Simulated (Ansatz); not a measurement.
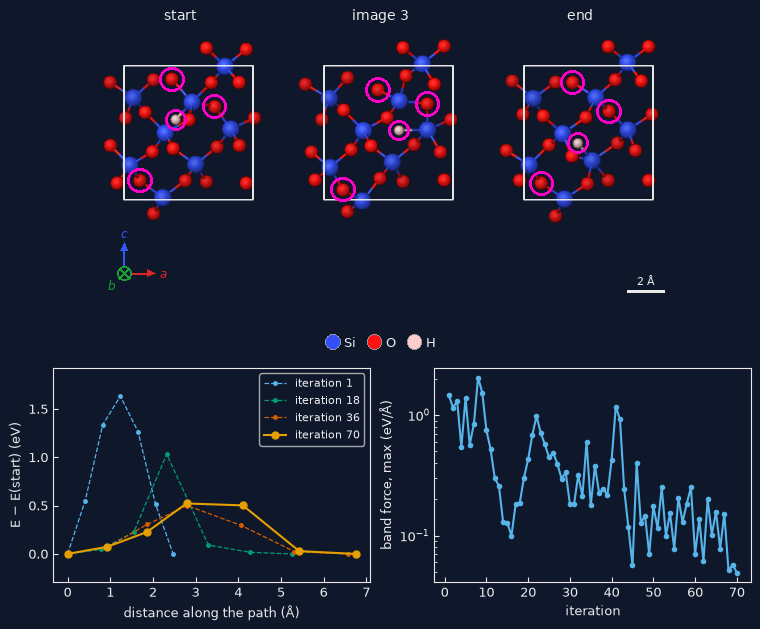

A nudged-elastic-band calculation for a defect cell of composition Si₈HO₁₆ (cell charge −1) (25 atoms in the cell). Images are numbered from 0 (start) to 6 (end). The plot follows the band through its iterations. Style: ball-and-stick. Shown: the simulation cell (origin moved), along the b axis. The atoms that move most are ringed. Bonds to atoms that aren't drawn are left out.

Theory: Ansatz 0.2.0, DFT PBE, scalar-relativistic, plane waves, PAW. Set-up: plane-wave cutoff 420 eV; k-point mesh 2 × 2 × 2; Gaussian smearing 0.02 eV; 5 movable images; climbing image.

**Judge this run.**

The run is converged, with reservations. The band converged in 70 iterations. The largest component of the band force went from 1.5 to 0.049 eV/Å. The climbing image converged on the top of the path. Its curvatures weren't checked. The first iteration put the highest image at 1.63 eV. The barrier is about 0.52 eV in both directions, with image 3 at the top; the ends have the same energy.

Limits of the set-up: the periodic images lie only 7.1 Å apart, so the values are limited by the cell's size; the cell is charged, on a uniform background, and energies carry no finite-size correction.

The run took 24 min on 4 threads of AMD EPYC 7B13 (Zen 3), with other jobs on the host, peak memory 1.6 GiB.
